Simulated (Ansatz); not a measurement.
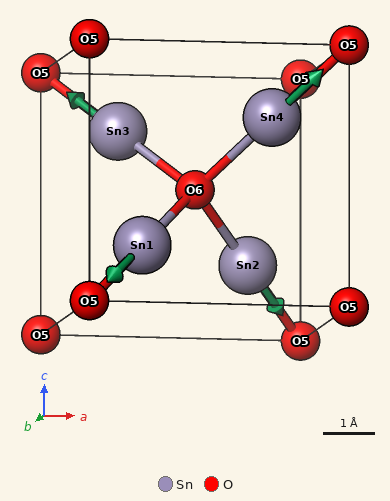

Normal modes of solid Sn2O (a generated structure), space group Pn-3m (No. 224), at the zone centre. The optical levels lie at 30i (×3), 19 (×3), 56 (×2), 142 (×3), 210, 289 (×3) cm⁻¹. One mode is drawn. The green arrows are the displacements of the atoms (eigenvector over the root of the mass), of arbitrary overall length and sign. Style: ball-and-stick. Shown: the cell of the calculation, from a free direction.

All numbers below come from DFT PBE, scalar-relativistic, plane waves, PAW in Ansatz. Settings: plane-wave cutoff 420 eV; k-point mesh 8 × 8 × 8; occupations fermi dirac; smearing width 0.15 eV; no spin polarisation.

The frequencies depend somewhat on the k-mesh and the smearing.

### Which of these frequencies is the drawn mode's?

The level at 210 cm⁻¹. This is the A₂u mode, optical level 5 of 6, counted from below (1 lower level is imaginary, so the structure is unstable), silent by symmetry (neither infrared- nor Raman-active). The O atoms stay at rest; atoms of one kind move against one another, with no net shift of their sublattice; of the bonds it mainly stretches O–Sn, some lengthening while others shorten.
